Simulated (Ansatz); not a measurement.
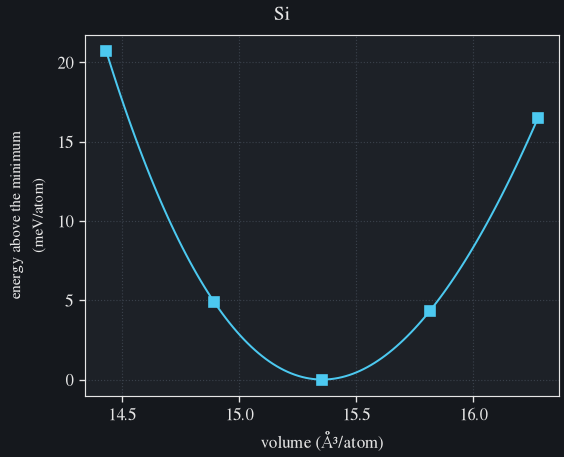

The picture above shows the energy above the minimum against volume for Si, space group I4_1/amd (No. 141).

Starting cell:
```xyz
2
Lattice="-2.4092 2.4092 1.3227 2.4092 -2.4092 1.3227 2.4092 2.4092 -1.3227" Properties=species:S:1:pos:R:3 pbc="T T T"
Si    2.4092    0.0000    0.6613
Si    0.0000    0.0000    1.3227
```

Method: third-order Birch-Murnaghan fit to density functional energies at scaled volumes of the given relaxed cell, shape and atoms relaxed at each volume; energies count from the fitted minimum; plane waves with PAW datasets, Γ-centred k mesh (Ansatz 0.2.0). Level: PBE, no spin polarisation.

wave cutoff 420 eV; k mesh 18×18×18; occupations Gaussian; smearing width 0.1 eV.

From this curve and the settings, what does the calculation give for the pressure at the same points?

The pressure falls from 7.61 GPa at volume 14.433 Å³/atom to −5.43 GPa at 16.276 Å³/atom, and changes sign near 15.36 Å³/atom.

| volume (Å³/atom) | pressure (GPa) |
| --- | --- |
| 14.433 | 7.61 |
| 14.894 | 3.49 |
| 15.355 | 0.00 |
| 15.815 | −2.94 |
| 16.276 | −5.43 |
